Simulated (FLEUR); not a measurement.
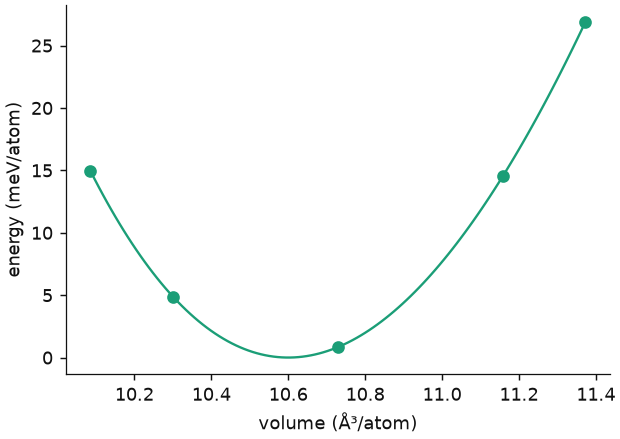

Plotted: energy against volume for CuO, space group C2/c (No. 15).

The given structure:
```yaml
crystal:
  lattice:
    - [2.87950, 0.00000, 0.00000]
    - [0.03907, 2.87928, 0.00000]
    - [0.01750, 0.01724, 5.17634]
  atoms:
    - { symbol: Cu, position: [0.00000, 0.50000, 0.00000] }
    - { symbol: Cu, position: [0.50000, 0.00000, 0.50000] }
    - { symbol: O, position: [0.99842, 0.00167, 0.74989] }
    - { symbol: O, position: [0.00158, 0.99833, 0.25011] }
```

Method: all-electron LAPW DFT, no spin polarisation; energies at scaled volumes of the given cell, shape and fractions fixed, counted from the fit's minimum, third-order Birch-Murnaghan fit (FLEUR MaX-R8.1 (later development tree)). Level: PBEsol.

- k mesh: 9×9×5
- occupations: Fermi–Dirac
- smearing width: 0.05 eV
- potentials: all electron
- program settings: basis FLAPW, kmax 5.27 1/bohr

Tabulate the plotted points.

| volume (Å³/atom) | energy (meV/atom) |
| --- | --- |
| 10.09 | 14.98 |
| 10.30 | 4.88 |
| 10.73 | 0.86 |
| 11.16 | 14.53 |
| 11.37 | 26.91 |

Limits of the calculation: shape and atomic fractions are frozen while scaling, which makes layered, chain and framework solids too stiff.
